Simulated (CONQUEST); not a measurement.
**A series of single points on MgS**

System: MgS (F-43m, 4 atoms in the cell).
Method: Kohn-Sham DFT of a periodic cell, PBE, PseudoDojo NC PBE, no spin polarisation (CONQUEST 1.3).

The 7 runs differ only in the geometry, by an even scaling of the cell at fixed fractional positions. The structure derives from a Materials Project entry.

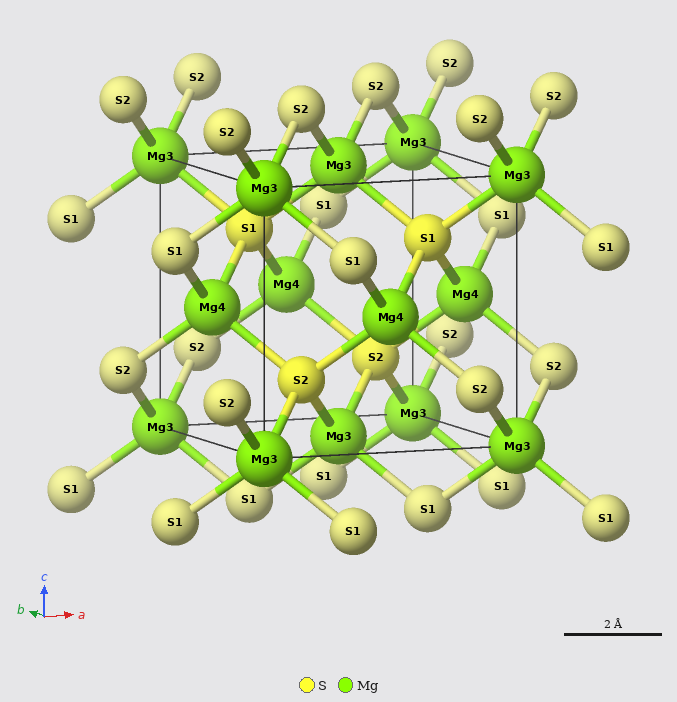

Figure 1. The structure of run 4 (ball-and-stick view of the cell 2 times as large as that of the calculation, set on its symmetry axes, seen slightly off an axis; neighbours outside the cell are drawn fainter; atoms are numbered from 1 in the order of the input).

**Input of run 4**
```
IO.Title MgS
IO.Coordinates coords.dat
IO.FractionalAtomicCoords T
IO.Iprint 2
IO.Iprint_init 1
General.NumberOfSpecies 2
General.PseudopotentialType hamann
AtomMove.TypeOfRun static
AtomMove.FullStress T
Grid.PointsAlongX 40
Grid.PointsAlongY 40
Grid.PointsAlongZ 60
DM.SolutionMethod diagon
Diag.MPMesh T
Diag.GammaCentred T
Diag.MPMeshX 7
Diag.MPMeshY 7
Diag.MPMeshZ 5
Diag.kT 0.00183747
minE.SCTolerance 1e-6
SC.MaxIters 100
IO.AtomChargeOutput T
%block ChemicalSpeciesLabel
1 32.070 S
2 24.310 Mg
%endblock
```

Command:
```bash
Conquest
```

Lattice vectors (Å) and fractional positions of run 4:
```
   4.006637    0.000000    0.000000
   0.000000    4.006637    0.000000
   0.000000    0.000000    5.666240
S   0.000000  0.500000  0.750000
S   0.500000  0.000000  0.250000
Mg  0.000000  0.000000  0.000000
Mg  0.500000  0.500000  0.500000
```

Run 5 has the same physical settings and fractional positions; its lattice vectors (Å) are:
```
   4.033172    0.000000    0.000000
   0.000000    4.033172    0.000000
   0.000000    0.000000    5.703766
```

**Results, with one run withheld**

```csv
run,volume per atom (Å³),"free energy per atom, from the lowest run given (meV)",pressure (GPa),gap on the mesh (eV)
1,21.376,51.54,7.11,3.72
2,21.831,33.50,5.62,3.60
3,22.285,19.62,4.17,3.48
4,22.740,9.68,2.83,3.37
5,23.195,?,?,?
6,23.650,0.25,0.57,3.16
7,24.105,0.00,−0.38,3.06
```

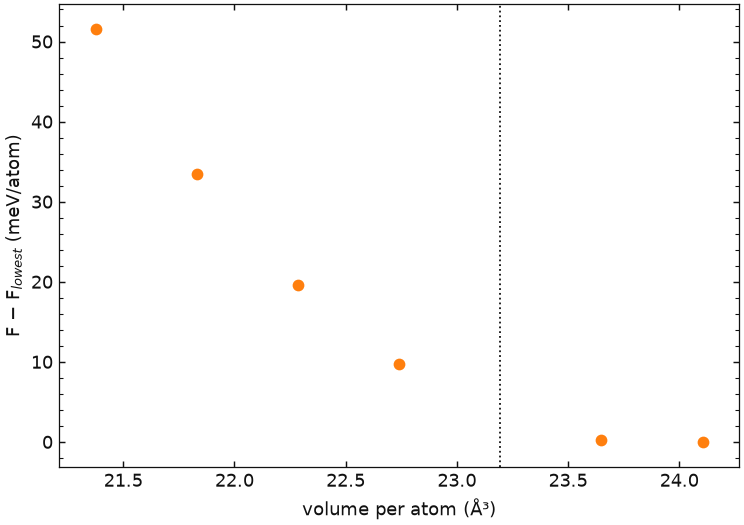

Figure 2. Free energy per atom of the runs given; the dotted line marks run 5.

What should run 5 give?

A cubic polynomial in V^(−2/3) (the Birch–Murnaghan form), fitted to the 6 runs given, misses them by at most 0.06 meV per atom. With x = V^(−2/3) − 0.12499 Å⁻², it reads F = 11.774 + 5350.8 x + 5.9378e+05 x² − 3.9829e+05 x³ (meV per atom). At run 5 it gives 3.34 meV per atom, and the run itself gives 3.36. The slope of the fit gives a pressure −dF/dV of 1.66 GPa there, and the run prints 1.65 GPa. The fit has its minimum at 23.905 Å³ per atom, where V d²F/dV² gives 51.8 GPa: the bulk modulus at this level, since symmetry fixes the shape and the positions. The gap on the mesh goes, without turning, from 3.72 eV in run 1 to 3.06 eV in run 7; run 5 has 3.26 eV. These are gaps of this functional on this mesh, which can miss the band edges; they aren't the measured gap.

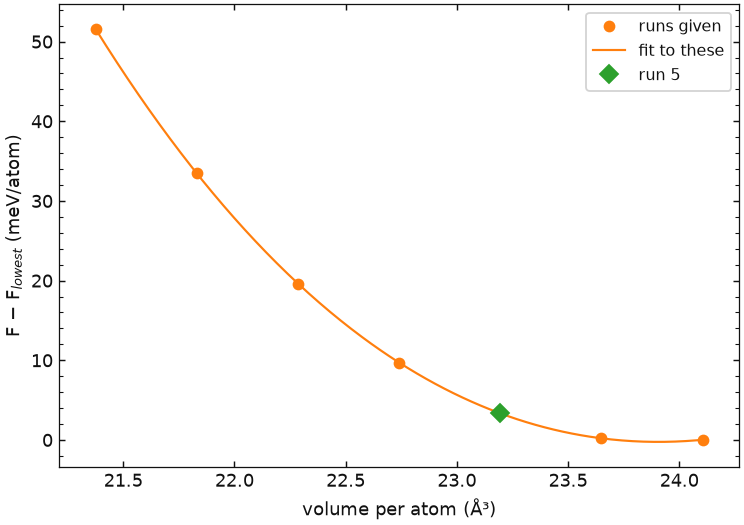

Figure 3. The fit and the withheld run.

**Some lines of the output (run 5)**
```
[...]
      Using Fermi-Dirac smearing
          DFT Total Energy                 :      -140.983557400839118 Ha
          DFT Total Energy                 :      -141.019122596782466 Ha
          DFT Total Energy                 :      -141.019306208715534 Ha
          DFT Total Energy                 :      -141.019336906871615 Ha
          DFT Total Energy                 :      -141.019337421165147 Ha
          DFT Total Energy                 :      -141.019337448075049 Ha
          DFT Total Energy                 :      -141.019337470513960 Ha
      |* DFT total energy        =      -141.019337470513960 Ha
    force: Average pressure:      1.65007098 GPa
```

Notes: With a small basis of atomic orbitals these values can differ much from converged plane-wave results.
